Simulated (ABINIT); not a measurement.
# Run report: Au, band-structure run (part 3 of 4)

Au (Im-3m, 1 atom in the cell); Kohn-Sham DFT of a periodic cell, LDA, JTH PAW PBE v2.0, no spin polarisation (ABINIT 10.8.3); cutoff 653.07 eV, 11×11×11 k-mesh, fermi-dirac of 0.05 eV. The structure derives from a Materials Project entry.

Geometry of the input (Å; fractional positions):
```
-1.6573  1.6573  1.6573
1.6573  -1.6573  1.6573
1.6573  1.6573  -1.6573
Au 0.0000  0.0000  0.0000
```

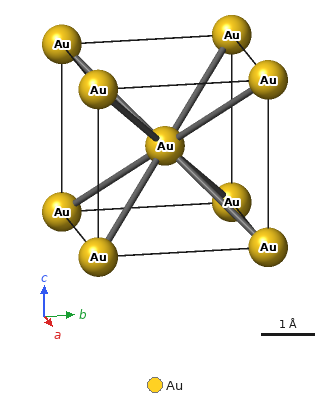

Figure 1. The structure (ball-and-stick view of the cell 2 times as large as that of the calculation, set on its symmetry axes, seen slightly off an axis). An atom can appear more than once, as a periodic image.

**Output, continued**
```
  4.3463E-01  5.6523E-01  5.6523E-01  1.1079E+00  1.2140E+00  1.2162E+00
  1.2162E+00  1.4038E+00  1.4038E+00  1.5009E+00
 Non-SCF case, kpt   37 (  0.22500  0.22500  0.22500), residuals and eigenvalues=
  3.53E-12  3.05E-12  3.28E-12  2.04E-12  4.44E-12  5.37E-12  5.24E-12  6.73E-12
  4.83E-12  7.74E-12  2.88E-12  7.59E-12  5.72E-12  1.03E-11  2.63E-10  1.08E-04
  4.7502E-02  4.7502E-02  6.3158E-02  1.4211E-01  1.4211E-01  3.2900E-01
  4.3923E-01  5.2539E-01  5.2539E-01  1.1708E+00  1.2312E+00  1.2312E+00
  1.2384E+00  1.3359E+00  1.3359E+00  1.5798E+00
 Non-SCF case, kpt   38 (  0.25000  0.25000  0.25000), residuals and eigenvalues=
  3.49E-12  5.73E-12  6.53E-12  6.10E-12  8.11E-12  3.02E-12  4.60E-12  3.57E-12
  7.33E-12  8.88E-13  6.15E-12  4.19E-12  4.04E-12  7.78E-12  1.45E-11  7.78E-06
  5.3536E-02  5.3536E-02  5.3536E-02  1.4261E-01  1.4261E-01  3.3081E-01
  4.9064E-01  4.9064E-01  4.9064E-01  1.2408E+00  1.2408E+00  1.2408E+00
  1.2690E+00  1.2690E+00  1.2690E+00  1.5824E+00
 Non-SCF case, kpt   39 (  0.27500  0.17500  0.27500), residuals and eigenvalues=
  6.59E-12  6.30E-12  7.33E-12  4.44E-12  8.88E-12  9.65E-12  2.72E-12  8.11E-12
  5.30E-12  3.76E-12  9.61E-12  9.99E-12  6.57E-11  4.06E-10  1.81E-10  1.32E-05
  3.9305E-02  6.0159E-02  6.0159E-02  1.4213E-01  1.4213E-01  3.3253E-01
  4.6229E-01  4.6229E-01  5.6060E-01  1.1723E+00  1.1723E+00  1.2917E+00
  1.2917E+00  1.2948E+00  1.3179E+00  1.5269E+00
 Non-SCF case, kpt   40 (  0.30000  0.10000  0.30000), residuals and eigenvalues=
  6.96E-12  6.79E-12  8.58E-12  2.29E-12  4.05E-12  6.12E-12  3.30E-12  8.50E-12
  8.11E-12  5.45E-12  6.14E-12  8.83E-12  5.06E-12  8.46E-12  4.33E-11  1.65E-05
  2.7599E-02  6.5365E-02  6.5365E-02  1.4100E-01  1.4100E-01  3.3776E-01
  4.4194E-01  4.4194E-01  6.3914E-01  1.1006E+00  1.1006E+00  1.3049E+00
  1.3286E+00  1.3286E+00  1.4017E+00  1.4162E+00
 Non-SCF case, kpt   41 (  0.32500  0.02500  0.32500), residuals and eigenvalues=
  3.97E-12  5.07E-12  4.44E-12  8.68E-12  7.27E-12  7.42E-12  4.20E-12  5.68E-12
  2.58E-12  6.97E-12  6.43E-12  5.31E-12  5.98E-06  3.27E-11  3.20E-11  2.70E-08
  2.3260E-02  6.6692E-02  6.6692E-02  1.4034E-01  1.4034E-01  3.4518E-01
  4.3076E-01  4.3076E-01  7.2275E-01  1.0346E+00  1.0346E+00  1.2703E+00
  1.3351E+00  1.3668E+00  1.3668E+00  1.4920E+00
 Non-SCF case, kpt   42 (  0.35000 -0.05000  0.35000), residuals and eigenvalues=
  8.61E-12  9.11E-13  7.40E-12  8.10E-12  6.83E-12  8.28E-12  8.78E-12  7.97E-12
  8.79E-12  9.44E-12  9.01E-12  7.76E-12  1.07E-09  1.81E-10  9.59E-10  8.56E-05
  2.8750E-02  6.2191E-02  6.2191E-02  1.4189E-01  1.4189E-01  3.5401E-01
  4.2847E-01  4.2847E-01  8.0643E-01  9.7510E-01  9.7510E-01  1.1719E+00
  1.3151E+00  1.4002E+00  1.4002E+00  1.5882E+00
 Non-SCF case, kpt   43 (  0.37500 -0.12500  0.37500), residuals and eigenvalues=
  5.17E-12  3.73E-12  6.70E-12  8.11E-12  6.95E-12  7.92E-12  3.77E-12  7.32E-12
  3.88E-12  5.19E-12  5.62E-12  7.60E-12  8.43E-12  1.78E-09  3.35E-08  6.12E-05
  4.4709E-02  5.2206E-02  5.2206E-02  1.4634E-01  1.4634E-01  3.6423E-01
  4.3313E-01  4.3313E-01  8.7036E-01  9.2281E-01  9.2281E-01  1.0896E+00
  1.3009E+00  1.4262E+00  1.4262E+00  1.6530E+00
 Non-SCF case, kpt   44 (  0.40000 -0.20000  0.40000), residuals and eigenvalues=
  5.56E-12  8.84E-12  7.33E-12  4.80E-12  5.45E-12  6.06E-12  4.13E-12  6.15E-12
  3.17E-12  2.59E-12  9.16E-12  7.03E-12  5.87E-12  6.27E-10  1.34E-08  2.06E-06
  3.9282E-02  3.9282E-02  7.0194E-02  1.5283E-01  1.5283E-01  3.7643E-01
  4.4166E-01  4.4166E-01  8.5262E-01  8.7873E-01  8.7873E-01  1.0934E+00
  1.2883E+00  1.4470E+00  1.4470E+00  1.6681E+00
 Non-SCF case, kpt   45 (  0.42500 -0.27500  0.42500), residuals and eigenvalues=
  4.69E-12  7.88E-12  4.70E-12  7.70E-12  7.26E-12  5.71E-12  2.95E-12  4.57E-12
  8.96E-12  7.67E-12  8.95E-12  8.90E-12  7.72E-12  3.59E-09  4.44E-08  2.86E-04
  2.6331E-02  2.6331E-02  1.0240E-01  1.5998E-01  1.5998E-01  3.9196E-01
  4.5094E-01  4.5094E-01  7.6948E-01  8.4385E-01  8.4385E-01  1.1585E+00
  1.2902E+00  1.4647E+00  1.4647E+00  1.6680E+00
 Non-SCF case, kpt   46 (  0.45000 -0.35000  0.45000), residuals and eigenvalues=
  3.93E-12  4.09E-12  4.06E-12  8.52E-12  3.59E-12  2.24E-12  5.83E-12  5.65E-12
  5.76E-12  6.13E-12  7.90E-12  4.23E-12  7.06E-12  1.95E-09  8.88E-09  8.29E-04
  1.5617E-02  1.5617E-02  1.3592E-01  1.6640E-01  1.6640E-01  4.1332E-01
  4.5858E-01  4.5858E-01  6.7847E-01  8.1888E-01  8.1888E-01  1.1959E+00
  1.3425E+00  1.4790E+00  1.4790E+00  1.6682E+00
 Non-SCF case, kpt   47 (  0.47500 -0.42500  0.47500), residuals and eigenvalues=
  4.41E-12  6.58E-12  9.92E-12  4.81E-12  6.57E-12  9.19E-12  3.51E-12  8.35E-12
  7.05E-12  7.06E-12  6.89E-12  9.46E-12  1.24E-10  8.88E-11  4.24E-10  3.57E-05
  8.6354E-03  8.6354E-03  1.6231E-01  1.7087E-01  1.7087E-01  4.4260E-01
  4.6334E-01  4.6334E-01  5.9921E-01  8.0406E-01  8.0406E-01  1.1994E+00
  1.4335E+00  1.4881E+00  1.4881E+00  1.6616E+00
 Non-SCF case, kpt   48 (  0.50000 -0.50000  0.50000), residuals and eigenvalues=
  2.78E-12  7.36E-12  8.32E-12  9.02E-12  6.28E-12  2.71E-12  4.44E-12  5.97E-12
  3.79E-12  8.18E-12  7.93E-12  9.99E-12  3.29E-13  2.70E-10  6.16E-09  8.20E-05
  6.2191E-03  6.2191E-03  1.7247E-01  1.7247E-01  1.7247E-01  4.6493E-01
  4.6493E-01  4.6493E-01  5.5865E-01  7.9917E-01  7.9917E-01  1.1984E+00
  1.4911E+00  1.4911E+00  1.4911E+00  1.6615E+00

--- !ResultsGS
iteration_state: {dtset: 2, }
comment   : Summary of ground state results
lattice_vectors:
- [ -3.1317845,   3.1317845,   3.1317845, ]
- [  3.1317845,  -3.1317845,   3.1317845, ]
- [  3.1317845,   3.1317845,  -3.1317845, ]
lattice_lengths: [   5.42441,    5.42441,    5.42441, ]
lattice_angles: [109.471, 109.471, 109.471, ] # degrees, (23, 13, 12)
lattice_volume:   1.2286710E+02
convergence: {deltae:  0.000E+00, res2:  0.000E+00, residm:  9.992E-12, diffor:  0.000E+00, }
etotal    :  -3.43288934E+01
entropy   :   0.00000000E+00
fermie    :   2.29958708E-01
cartesian_stress_tensor: null
pressure_GPa: null
xred      :
- [  0.0000E+00,   0.0000E+00,   0.0000E+00, Au]
cartesian_forces: null
force_length_stats: {min: null, max: null, mean: null, }
...

 Integrated electronic density in atomic spheres:
 ------------------------------------------------
 Atom  Sphere_radius  Integrated_density
    1        2.50870          9.42447637

================================================================================

 ----iterations are completed or convergence reached----

 Mean square residual over all n,k,spin=   62.123E-13; max=  99.918E-13
 reduced coordinates (array xred) for    1 atoms
       0.000000000000      0.000000000000      0.000000000000

 cartesian coordinates (angstrom) at end:
    1      0.00000000000000     0.00000000000000     0.00000000000000
 length scales=  1.000000000000  1.000000000000  1.000000000000 bohr
              =  0.529177210544  0.529177210544  0.529177210544 angstroms
 Eigenvalues (   eV  ) for nkpt=  48  k points:
 kpt#   1, nband= 16, wtk=  1.00000, kpt=  0.0000  0.0000  0.0000 (reduced coord)
  -2.85243    1.90359    1.90359    1.90359    3.66680    3.66680   23.67564   23.67564
  23.67564   29.47157   29.47157   29.47157   30.76627   30.76628   35.63178   35.63335
 kpt#   2, nband= 16, wtk=  1.00000, kpt=  0.0455 -0.0455  0.0455 (reduced coord)
  -2.70830    1.90972    1.90972    1.95310    3.58411    3.69817   23.46846   23.82970
  23.82970   27.42947   28.91644   28.91644   31.30505   32.25534   35.75189   36.14122
 kpt#   3, nband= 16, wtk=  1.00000, kpt=  0.0909 -0.0909  0.0909 (reduced coord)
  -2.28487    1.93563    1.93563    2.09899    3.34602    3.78431   23.00563   24.13698
  24.13698   24.83789   27.79153   27.79153   32.74945   33.38870   35.45777   37.27846
 kpt#   4, nband= 16, wtk=  1.00000, kpt=  0.1364 -0.1364  0.1364 (reduced coord)
  -1.61278    2.00116    2.00116    2.33320    2.98036    3.90633   22.49469   22.52386
  23.83213   23.83213   27.32365   27.32365   33.97457   34.82558   34.98340   38.66754
 kpt#   5, nband= 16, wtk=  1.00000, kpt=  0.1818 -0.1818  0.1818 (reduced coord)
  -0.75979    2.13166    2.13166    2.52718    2.64206    4.05707   20.58661   22.14126
  22.40146   22.40146   28.21457   28.21457   34.21286   34.56309   37.35832   38.35830
 kpt#   6, nband= 16, wtk=  1.00000, kpt=  0.2273 -0.2273  0.2273 (reduced coord)
   0.12630    2.03163    2.35037    2.35037    3.00612    4.30429   19.20769   20.56096
  20.56096   21.88618   29.80209   29.80209   33.41767   34.11086   36.42428   40.27352
 kpt#   7, nband= 16, wtk=  1.00000, kpt=  0.2727 -0.2727  0.2727 (reduced coord)
   0.76703    1.53755    2.67161    2.67161    3.40010    4.87586   18.36387   18.67373
  18.67373   21.74567   30.87951   31.72408   31.72408   33.68215   36.33016   43.21690
 kpt#   8, nband= 16, wtk=  1.00000, kpt=  0.3182 -0.3182  0.3182 (reduced coord)
   0.93652    1.08328    3.09450    3.09450    3.79341    6.00243   16.87323   16.87323
  17.94501   21.69085   28.00201   33.30443   33.82505   33.82505   36.88139   44.73766
 kpt#   9, nband= 16, wtk=  1.00000, kpt=  0.3636 -0.3636  0.3636 (reduced coord)
   0.69975    0.75816    3.59467    3.59467    4.15180    7.60817   15.25092   15.25092
  17.70475   21.68990   25.34622   33.00049   35.98284   35.98284   37.72042   45.86387
 kpt#  10, nband= 16, wtk=  1.00000, kpt=  0.4091 -0.4091  0.4091 (reduced coord)
   0.41010    0.47603    4.11058    4.11058    4.44033    9.49076   13.90879   13.90879
  17.24074   21.71305   23.25282   32.78235   38.05486   38.05486   38.79721   46.27189
 kpt#  11, nband= 16, wtk=  1.00000, kpt=  0.4545 -0.4545  0.4545 (reduced coord)
   0.23020    0.25221    4.52733    4.52733    4.62800   11.43374   12.98699   12.98699
  16.17498   21.73683   22.07378   32.65303   39.79031   39.79031   39.95789   45.58560
 kpt#  12, nband= 16, wtk=  1.00000, kpt=  0.5000 -0.5000  0.5000 (reduced coord)
   0.16923    0.16923    4.69316    4.69316    4.69316   12.65130   12.65130   12.65130
  15.20172   21.74645   21.74645   32.61045   40.57469   40.57469   40.57469   45.21195
 kpt#  13, nband= 16, wtk=  1.00000, kpt=  0.4375 -0.4375  0.5000 (reduced coord)
   0.23130    0.24388    4.46469    4.53095    4.70587   11.89797   12.42619   12.96537
  16.28624   21.82128   21.95576   32.64231   39.15025   39.89764   40.86292   45.08351
 kpt#  14, nband= 16, wtk=  1.00000, kpt=  0.3750 -0.3750  0.5000 (reduced coord)
   0.39891    0.46678    3.88671    4.08172    4.74222   10.90522   11.80078   13.79730
  18.08136   22.20543   22.55549   32.63314   36.59069   38.78568   41.69794   44.57068
 kpt#  15, nband= 16, wtk=  1.00000, kpt=  0.3125 -0.3125  0.5000 (reduced coord)
   0.60208    0.83457    3.15842    3.49149    4.79701   10.23350   10.88724   14.93919
  19.33197   23.47647   23.48950   32.28433   34.01211   38.19266   43.00481   43.51288
 kpt#  16, nband= 16, wtk=  1.00000, kpt=  0.2500 -0.2500  0.5000 (reduced coord)
   0.68086    1.34051    2.43304    3.03922    4.86228    9.80231    9.85421   16.22097
  19.68012   24.70755   25.82221   31.40403   31.70613   38.46694   42.62566   43.48303
 kpt#  17, nband= 16, wtk=  1.00000, kpt=  0.1875 -0.1875  0.5000 (reduced coord)
   0.47526    1.80332    1.97163    2.97522    4.92822    8.64471    9.66321   17.51683
  19.59935   26.16434   28.61899   29.84483   30.20505   39.40419   41.85640   42.90465
 kpt#  18, nband= 16, wtk=  1.00000, kpt=  0.1250 -0.1250  0.5000 (reduced coord)
   0.11626    1.32337    2.69937    3.19088    4.98468    7.50303    9.57713   18.70260
  19.37959   27.78385   28.38178   29.00124   31.54600   39.95446   40.63319   41.25223
 kpt#  19, nband= 16, wtk=  1.00000, kpt=  0.0625 -0.0625  0.5000 (reduced coord)
  -0.17015    1.02448    3.42676    3.43770    5.02270    6.50200    9.54387   19.17122
  19.59875   27.54681   28.06943   29.34407   33.89467   37.58489   40.87307   41.74944
 kpt#  20, nband= 16, wtk=  1.00000, kpt=  0.0000  0.0000  0.5000 (reduced coord)
  -0.27502    0.92313    3.52283    3.84137    5.03610    6.00846    9.53568   19.08615
  19.94859   27.26758   27.70461   30.12578   34.87339   36.53203   40.74363   42.23137
 kpt#  21, nband= 16, wtk=  1.00000, kpt=  0.0000  0.0000  0.4375 (reduced coord)
  -0.26810    0.95718    3.48864    3.83088    4.87681    5.13225   10.68122   19.25891
  20.26845   27.14919   27.55844   30.35224   33.31285   38.16875   40.07492   41.89778
 kpt#  22, nband= 16, wtk=  1.00000, kpt=  0.0000  0.0000  0.3750 (reduced coord)
  -0.29275    1.05540    3.32382    3.80281    3.83717    4.44970   12.88739   19.76598
  21.17066   26.86341   27.13442   30.94058   31.32856   38.82786   40.16758   41.04745
 kpt#  23, nband= 16, wtk=  1.00000, kpt=  0.0000  0.0000  0.3125 (reduced coord)
  -0.49835    1.20598    2.56914    3.44454    3.76566    3.87034   15.42148   20.57220
  22.51821   26.48405   26.51582   29.56540   31.71089   37.69477   39.94939   40.00868
 kpt#  24, nband= 16, wtk=  1.00000, kpt=  0.0000  0.0000  0.2500 (reduced coord)
  -1.02428    1.38951    2.07356    3.25777    3.37784    3.72894   18.09321   21.60611
  24.15080   25.70484   26.19016   28.14228   32.42058   36.97082   37.82607   38.87350
 kpt#  25, nband= 16, wtk=  1.00000, kpt=  0.0000  0.0000  0.1875 (reduced coord)
  -1.71491    1.57997    1.93991    2.70386    3.40275    3.69955   20.71312   22.70482
  24.92356   25.90441   26.02942   27.22676   32.65785   36.37643   36.51162   36.74727
 kpt#  26, nband= 16, wtk=  1.00000, kpt=  0.0000  0.0000  0.1250 (reduced coord)
  -2.32113    1.74737    1.91764    2.27075    3.50435    3.68014   22.76526   23.48579
  24.26502   26.49327   27.18628   27.58933   32.17461   34.49905   36.11224   36.41317
 kpt#  27, nband= 16, wtk=  1.00000, kpt=  0.0000  0.0000  0.0625 (reduced coord)
  -2.71645    1.86250    1.90821    1.99703    3.61807    3.66989   23.55789   23.68377
  23.82828   28.11068   28.23400   28.92538   31.41957   32.31421   35.81302   35.95894
 kpt#  28, nband= 16, wtk=  1.00000, kpt=  0.0000  0.0000  0.0000 (reduced coord)
  -2.85243    1.90359    1.90359    1.90359    3.66680    3.66680   23.67564   23.67564
  23.67564   29.47157   29.47157   29.47157   30.76627   30.76628   35.63178   35.63335
 kpt#  29, nband= 16, wtk=  1.00000, kpt=  0.0250  0.0250  0.0250 (reduced coord)
  -2.72193    1.87807    1.87807    2.00894    3.64525    3.64525   23.64003   23.64003
  23.77706   28.22481   28.53267   28.53267   31.87392   31.87399   35.87016   35.87188
 kpt#  30, nband= 16, wtk=  1.00000, kpt=  0.0500  0.0500  0.0500 (reduced coord)
  -2.34193    1.79805    1.79805    2.32616    3.59945    3.59945   23.22567   23.22567
  24.08127   25.67011   27.98956   27.98956   32.92584   32.93080   35.76660   36.87694
 kpt#  31, nband= 16, wtk=  1.00000, kpt=  0.0750  0.0750  0.0750 (reduced coord)
  -1.74722    1.66290    1.66290    2.85848    3.56845    3.56845   22.14561   22.14561
  22.81464   24.58813   28.63691   28.63691   33.22902   33.23072   34.81999   38.78925
 kpt#  32, nband= 16, wtk=  1.00000, kpt=  0.1000  0.1000  0.1000 (reduced coord)
  -0.99639    1.49205    1.49205    3.57777    3.57777    3.60943   19.97940   20.73650
  20.73650   25.29738   30.14000   30.14000   33.16060   33.16078   33.96731   41.14049
 kpt#  33, nband= 16, wtk=  1.00000, kpt=  0.1250  0.1250  0.1250 (reduced coord)
  -0.17074    1.32456    1.32456    3.62585    3.62585    4.57741   17.31582   19.28204
  19.28204   26.20864   32.14237   32.14237   33.01590   33.01590   33.24726   43.43835
 kpt#  34, nband= 16, wtk=  1.00000, kpt=  0.1500  0.1500  0.1500 (reduced coord)
   0.62890    1.20125    1.20125    3.69550    3.69550    5.74382   14.94699   17.88559
  17.88559   27.32135   32.80198   32.86867   32.86867   34.51229   34.51229   43.76264
 kpt#  35, nband= 16, wtk=  1.00000, kpt=  0.1750  0.1750  0.1750 (reduced coord)
   1.15036    1.15036    1.28584    3.76768    3.76768    7.04833   13.02430   16.58082
  16.58082   28.63469   32.72031   32.89128   32.89128   36.95120   36.95121   41.82410
 kpt#  36, nband= 16, wtk=  1.00000, kpt=  0.2000  0.2000  0.2000 (reduced coord)
   1.18290    1.18290    1.67680    3.82785    3.82785    8.29920   11.82682   15.38057
  15.38057   30.14751   33.03552   33.09378   33.09378   38.19914   38.19922   40.84049
 kpt#  37, nband= 16, wtk=  1.00000, kpt=  0.2250  0.2250  0.2250 (reduced coord)
   1.29259    1.29259    1.71862    3.86707    3.86707    8.95264   11.95199   14.29666
  14.29666   31.85811   33.50367   33.50367   33.69789   36.35294   36.35294   42.98769
 kpt#  38, nband= 16, wtk=  1.00000, kpt=  0.2500  0.2500  0.2500 (reduced coord)
   1.45680    1.45680    1.45680    3.88065    3.88065    9.00186   13.35094   13.35094
  13.35094   33.76396   33.76396   33.76396   34.53084   34.53084   34.53084   43.05830
 kpt#  39, nband= 16, wtk=  1.00000, kpt=  0.2750  0.1750  0.2750 (reduced coord)
   1.06955    1.63700    1.63700    3.86763    3.86763    9.04866   12.57944   12.57944
  15.25484   31.90020   31.90020   35.14896   35.14896   35.23359   35.86109   41.54881
 kpt#  40, nband= 16, wtk=  1.00000, kpt=  0.3000  0.1000  0.3000 (reduced coord)
   0.75100    1.77868    1.77868    3.83668    3.83668    9.19099   12.02593   12.02593
  17.39194   29.94959   29.94959   35.50781   36.15371   36.15371   38.14308   38.53757
 kpt#  41, nband= 16, wtk=  1.00000, kpt=  0.3250  0.0250  0.3250 (reduced coord)
   0.63295    1.81478    1.81478    3.81886    3.81886    9.39295   11.72149   11.72149
  19.66710   28.15343   28.15343   34.56588   36.33069   37.19197   37.19197   40.59883
 kpt#  42, nband= 16, wtk=  1.00000, kpt=  0.3500 -0.0500  0.3500 (reduced coord)
   0.78233    1.69229    1.69229    3.86098    3.86098    9.63312   11.65933   11.65933
  21.94416   26.53371   26.53371   31.88920   35.78698   38.10096   38.10096   43.21609
 kpt#  43, nband= 16, wtk=  1.00000, kpt=  0.3750 -0.1250  0.3750 (reduced coord)
   1.21660    1.42060    1.42060    3.98204    3.98204    9.91112   11.78594   11.78594
  23.68379   25.11087   25.11087   29.64965   35.39878   38.80971   38.80971   44.98164
 kpt#  44, nband= 16, wtk=  1.00000, kpt=  0.4000 -0.2000  0.4000 (reduced coord)
   1.06891    1.06891    1.91007    4.15881    4.15881   10.24305   12.01817   12.01817
  23.20100   23.91139   23.91139   29.75197   35.05610   39.37503   39.37503   45.39031
 kpt#  45, nband= 16, wtk=  1.00000, kpt=  0.4250 -0.2750  0.4250 (reduced coord)
   0.71649    0.71649    2.78645    4.35323    4.35323   10.66588   12.27065   12.27065
  20.93862   22.96223   22.96223   31.52454   35.10682   39.85753   39.85753   45.38773
 kpt#  46, nband= 16, wtk=  1.00000, kpt=  0.4500 -0.3500  0.4500 (reduced coord)
   0.42496    0.42496    3.69849    4.52794    4.52794   11.24693   12.47857   12.47857
  18.46222   22.28295   22.28295   32.54186   36.53116   40.24577   40.24577   45.39467
 kpt#  47, nband= 16, wtk=  1.00000, kpt=  0.4750 -0.4250  0.4750 (reduced coord)
   0.23498    0.23498    4.41660    4.64951    4.64951   12.04382   12.60822   12.60822
  16.30533   21.87961   21.87961   32.63817   39.00778   40.49247   40.49247   45.21448
 kpt#  48, nband= 16, wtk=  1.00000, kpt=  0.5000 -0.5000  0.5000 (reduced coord)
   0.16923    0.16923    4.69316    4.69316    4.69316   12.65130   12.65130   12.65130
  15.20172   21.74645   21.74645   32.61045   40.57469   40.57469   40.57469   45.21195

== END DATASET(S) ==============================================================
================================================================================

 -outvars: echo values of variables after computation  --------
            acell      1.0000000000E+00  1.0000000000E+00  1.0000000000E+00 Bohr
           etotal1    -3.4328893418E+01
            fcart1    -0.0000000000E+00 -0.0000000000E+00 -0.0000000000E+00
            rprim     -3.1317845248E+00  3.1317845248E+00  3.1317845248E+00
                       3.1317845248E+00 -3.1317845248E+00  3.1317845248E+00
                       3.1317845248E+00  3.1317845248E+00 -3.1317845248E+00
           strten1     4.2231659191E-04  4.2231659191E-04  4.2231659191E-04
                       0.0000000000E+00  0.0000000000E+00  0.0000000000E+00
 Calculation completed.
```

The run was set up as follows.
